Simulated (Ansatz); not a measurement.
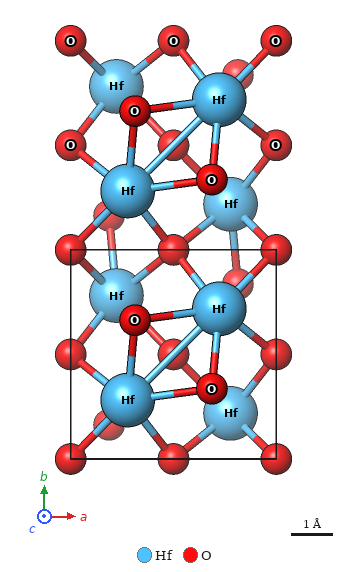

Solid HfO2 (set up in P2_12_12), before the relaxation. The picture is a ball-and-stick view of the cell of the calculation, repeated 1 × 2 × 1 with one cell outlined, seen along the c axis.

The run lets cell and atoms move.

Method: Ansatz, Kohn-Sham DFT of a periodic cell, r2SCAN, Ansatz PAW.

The input:
```yaml
crystal:
  lattice:
    - [5.0803194, 0.0, 0.0]
    - [0.0, 5.16486745, 0.0]
    - [0.0, 0.0, 4.89088365]
  atoms:
    - { symbol: Hf, position: [0.22259082, 0.78179958, 0.27206794] }
    - { symbol: Hf, position: [0.72259082, 0.71820042, 0.72793206] }
    - { symbol: Hf, position: [0.77740918, 0.21820042, 0.27206794] }
    - { symbol: Hf, position: [0.27740918, 0.28179958, 0.72793206] }
    - { symbol: O, position: [0.18681532, 0.16364878, 0.10453462] }
    - { symbol: O, position: [0.68681532, 0.33635122, 0.89546538] }
    - { symbol: O, position: [0.81318468, 0.83635122, 0.10453462] }
    - { symbol: O, position: [0.31318468, 0.66364878, 0.89546538] }
    - { symbol: O, position: [0.0, 0.5, 0.48905445] }
    - { symbol: O, position: [0.5, 0.0, 0.51094555] }
    - { symbol: O, position: [0.0, 0.0, 0.57562499] }
    - { symbol: O, position: [0.5, 0.5, 0.42437501] }
hamiltonian:
  xc: r2scan
  pseudopotentials: { kind: paw }
kpoints:
  mp_grid: { grid: [5, 5, 6] }
scf:
  occupations: { method: fermi_dirac, width: 0.05 }
output:
  forces: true
  stress: true
  eigenvalues: true
  write_density: true
  write_potential: true
  elf: true
  volumetric_format: npy
relax:
  f_tol: 0.01
  max_steps: 40
  cell: { stress_tol: 0.05 }
```

Run as
```bash
ansatz run input.yaml --threads 4 --pin off --max-ram 11264MiB --backend cpu --events-out ev --progress --plain --runs-dir out
```

Predict the outcome.

No atom moves by more than 0.005 Å relative to the cell. Cell: a 5.080 → 5.105 Å (+0.5 %), b 5.165 → 5.191 Å (+0.5 %), c 4.891 → 4.914 Å (+0.5 %). Volume +1.5 %. Some distances before and after: Hf–Hf 3.193 → 3.212 Å, Hf–Hf 3.423 → 3.442 Å, Hf–Hf 3.396 → 3.414 Å, Hf–O 2.253 → 2.266 Å. The space group stays P2_12_12 (No. 18). Over 3 accepted moves (4 points after the start) the energy falls by 1.9 meV per atom. The largest force component goes from 0.082 to 0.0053 eV/Å. Pressure: 3.99 GPa at the start and 0.00 GPa at the end. The SCF was repeated once at an unchanged geometry on a basis and grid sized afresh for the cell, which shifted the energy by 0.1 meV per atom at most.
